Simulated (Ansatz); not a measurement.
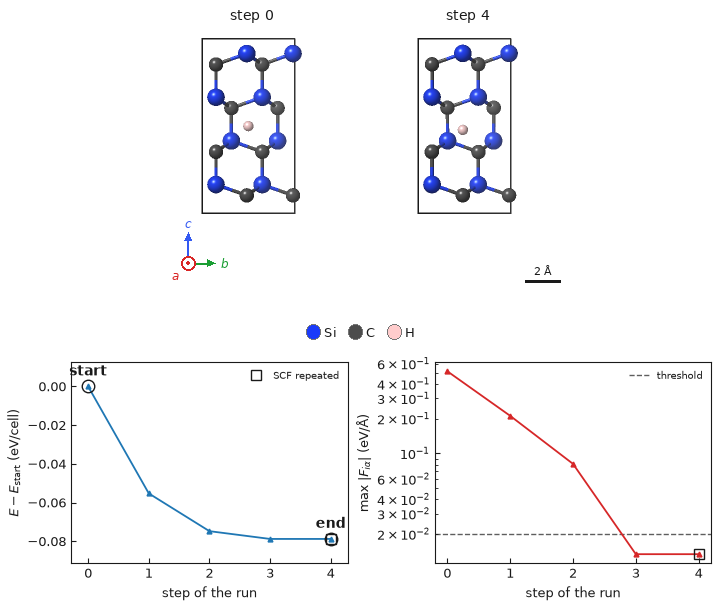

First and last geometry of a relaxation of a defect cell of composition Si₁₆HC₁₆, with the history of the run. The picture is a ball-and-stick view of the cell of the calculation (origin shifted), seen along the a axis.

Case: H interstitial, charge +0, atoms relaxed.

Computed with DFT PBE, scalar-relativistic, plane waves, PAW in Ansatz.

Input
```yaml
crystal:
  lattice:
    - [3.0941201802, -5.3591733569, 0.0]
    - [-6.1882403605, 1.0e-10, 0.0]
    - [0.0, 0.0, -10.1293392031]
  atoms:
    - { symbol: Si, position: [0.3333333333, 0.1666666667, 0.0621558122] }
    - { symbol: Si, position: [0.8333333333, 0.1666666667, 0.0621558122] }
    - { symbol: Si, position: [0.3333333333, 0.6666666667, 0.0621558122] }
    - { symbol: Si, position: [0.8333333333, 0.6666666667, 0.0621558122] }
    - { symbol: Si, position: [0.1666666667, 0.3333333333, 0.5621558122] }
    - { symbol: Si, position: [0.6666666667, 0.3333333333, 0.5621558122] }
    - { symbol: Si, position: [0.1666666667, 0.8333333333, 0.5621558122] }
    - { symbol: Si, position: [0.6666666667, 0.8333333333, 0.5621558122] }
    - { symbol: Si, position: [0.5, 0.5, 0.3121004435] }
    - { symbol: Si, position: [1.0, 0.5, 0.3121004435] }
    - { symbol: Si, position: [0.5, 1.0, 0.3121004435] }
    - { symbol: Si, position: [1.0, 1.0, 0.3121004435] }
    - { symbol: Si, position: [0.5, 0.5, 0.8121004435] }
    - { symbol: Si, position: [1.0, 0.5, 0.8121004435] }
    - { symbol: Si, position: [0.5, 1.0, 0.8121004435] }
    - { symbol: Si, position: [1.0, 1.0, 0.8121004435] }
    - { symbol: C, position: [0.3333333333, 0.1666666667, 0.2501925541] }
    - { symbol: C, position: [0.8333333333, 0.1666666667, 0.2501925541] }
    - { symbol: C, position: [0.3333333333, 0.6666666667, 0.2501925541] }
    - { symbol: C, position: [0.8333333333, 0.6666666667, 0.2501925541] }
    - { symbol: C, position: [0.1666666667, 0.3333333333, 0.7501925541] }
    - { symbol: C, position: [0.6666666667, 0.3333333333, 0.7501925541] }
    - { symbol: C, position: [0.1666666667, 0.8333333333, 0.7501925541] }
    - { symbol: C, position: [0.6666666667, 0.8333333333, 0.7501925541] }
    - { symbol: C, position: [0.0, 0.0, 0.4995521902] }
    - { symbol: C, position: [0.5, 0.0, 0.4995521902] }
    - { symbol: C, position: [0.0, 0.5, 0.4995521902] }
    - { symbol: C, position: [0.5, 0.5, 0.4995521902] }
    - { symbol: C, position: [0.0, 0.0, 0.9995521902] }
    - { symbol: C, position: [0.5, 0.0, 0.9995521902] }
    - { symbol: C, position: [0.0, 0.5, 0.9995521902] }
    - { symbol: C, position: [0.5, 0.5, 0.9995521902] }
    - { symbol: H, position: [0.6943093758, 0.8502512821, 0.1469158723], spin: 1.0 }
basis:
  ecutwfc: 420
  xc_grid: 2
kpoints:
  mp_grid: { grid: [2, 2, 2], shift: [0.0, 0.0, 0.0] }
hamiltonian:
  xc: pbe
scf:
  occupations: { method: gaussian, width: 0.02 }
output:
  forces: true
  stress: false
  eigenvalues: true
  populations: true
magnetization:
  spin_polarized: true
relax:
  adjacent_minimum: "off"
  f_tol: 0.02
  max_steps: 60
```

Run as
```bash
ansatz run input.yaml --threads 4 --pin off --max-ram 8192MiB --backend cpu --events-out ev --progress --plain --runs-dir out
```

Q: Did the run converge, and what did it change?

A: It converged. After 3 accepted moves (4 points after the start) the energy has fallen by 78.8 meV per cell of the calculation. Largest force component: 0.52 eV/Å at the start, 0.013 eV/Å at the end. 1 step only repeated the SCF at the same geometry. The largest move is that of H33, 0.26 Å roughly along [−2 −1 −2]. Largest moves by element: H 0.26 Å, C 0.03 Å, Si 0.02 Å. The cell doesn't change. Near-neighbour distances that change, for instance: Si1–C29 1.896 → 1.880 Å, Si2–C18 1.905 → 1.916 Å, Si10–C27 1.899 → 1.894 Å, Si1–C17 1.905 → 1.909 Å. Bond angles that change, for instance: Si3–C32–Si4 109.4° → 107.2°.

Limits of the set-up: the k-point mesh is coarse for a cell with partly filled bands; the periodic images lie only 6.2 Å apart, so the values are limited by the cell's size.
